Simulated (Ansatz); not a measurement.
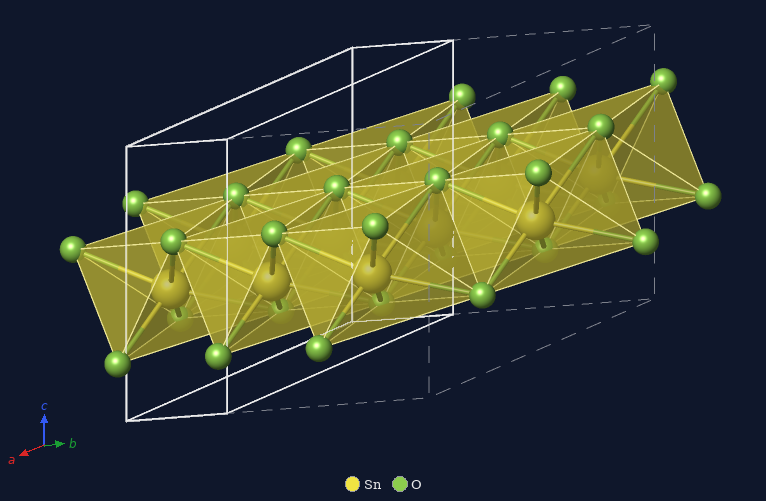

Drawn in the polyhedral manner and seen from a general direction. The picture spans 1×3×1 cells, one conventional unit cell being drawn with solid lines. Some atoms of the next cells are drawn as well.

SnO₂, space group Cm (No. 8), a = 5.60 Å, b = 3.23 Å, c = 5.15 Å, α = 90.00°, β = 111.25°, γ = 90.00°.

All computed values are from DFT LDA, scalar-relativistic, plane waves, PAW in Ansatz. Settings: E_cut = 420 eV, k-points about 0.19 Å⁻¹ apart, Gaussian smearing of 0.05 eV, no spin polarisation.

Question: What is the electronic character?

Answer: A semiconductor at this level, with a gap of 1.69 eV on the k-mesh (the true edges may lie between mesh points, so the gap can be somewhat smaller).

Question: Give the pressure and its sign.

Answer: The computed pressure is -4.5 GPa (stretched: it would shrink). The stress isn't hydrostatic: its largest component is 10.3 GPa.

It goes back to a structure listed in the Materials Project. The cell was then strained or its atoms displaced on purpose. An electronic-structure calculation with Ansatz was run on it.

At this level of theory the cell isn't at rest (stretched, at -4 GPa and forces up to 3.1 eV/Å), so its distances can differ from those at equilibrium, the more so the softer the solid.
